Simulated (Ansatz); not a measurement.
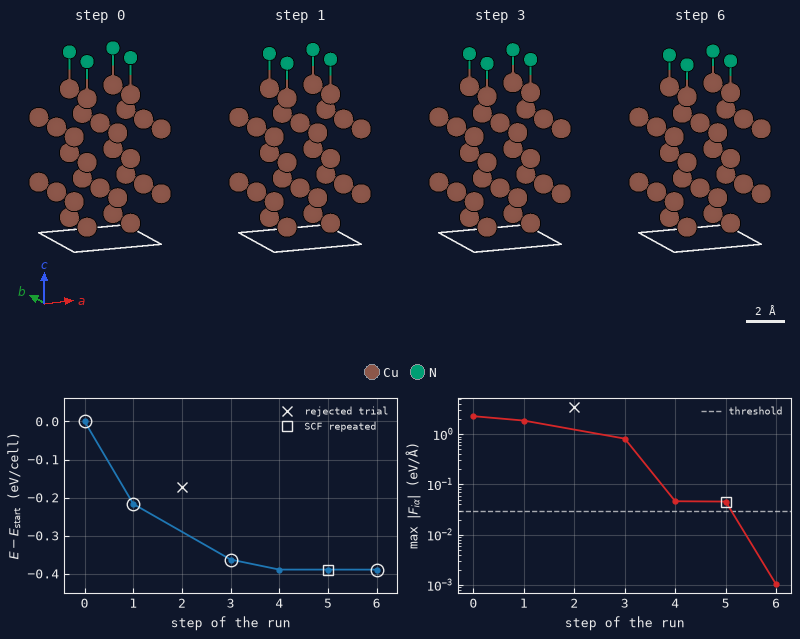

Frames of a constrained relaxation of a slab of composition Cu5N (cut from the Fm-3m phase), marked on the history of the run. The picture is a ball-and-stick view of the 2 × 2 repeat of the cell, outlined in the plane, without the vacuum, seen slightly off an axis.

Case: N put at a top Cu site. The slab is the (1 0 0) face of Cu with N on it. 2 atoms are held fixed.

Level of theory: DFT PBEsol, scalar-relativistic, plane waves, PAW (Ansatz 0.2.0). Settings: plane-wave cutoff 420 eV; k-point mesh 11 × 11 × 1; occupations gaussian; smearing width 0.1 eV; no spin polarisation; dipole correction; atoms relaxed in a fixed cell; force threshold 0.03 eV/Å; at most 70 steps.

### Describe the path.

The N atom moves most: 0.18 Å along the normal (−c). By element the largest moves are N 0.18 Å, Cu 0.11 Å. The lattice vectors keep their values. Near-neighbour distances that change, for instance: Cu–N 2.040 → 1.756 Å, Cu–Cu 2.479 → 2.548 Å. Over 4 accepted moves (6 points after the start) the energy falls by 0.389 eV per cell of the calculation. The largest force component goes from 2.3 to 0.001 eV/Å. The line search rejected the trial step at point 2 of the run. 1 step only repeated the SCF at the same geometry. From step 0 to 1: the N atom moves most (0.09 Å), energy −0.217 eV per cell of the calculation. From step 1 to 3: a Cu atom moves most (0.10 Å), energy −0.146 eV per cell of the calculation. From step 3 to 6: the N atom moves most (0.07 Å), energy −26.5 meV per cell of the calculation.

```csv
step,"E − E(0), meV/atom","largest force component, eV/Å",note
0,0.00,2.2828,
1,-36.14,1.8664,
2,-28.68,3.5353,rejected
3,-60.49,0.8165,
4,-64.89,0.0464,
5,-64.89,0.0457,"same geometry, SCF repeated"
6,-64.90,0.0010,
```

Limits of the set-up: the periodic images lie only 2.5 Å apart, so the values are limited by the cell's size.
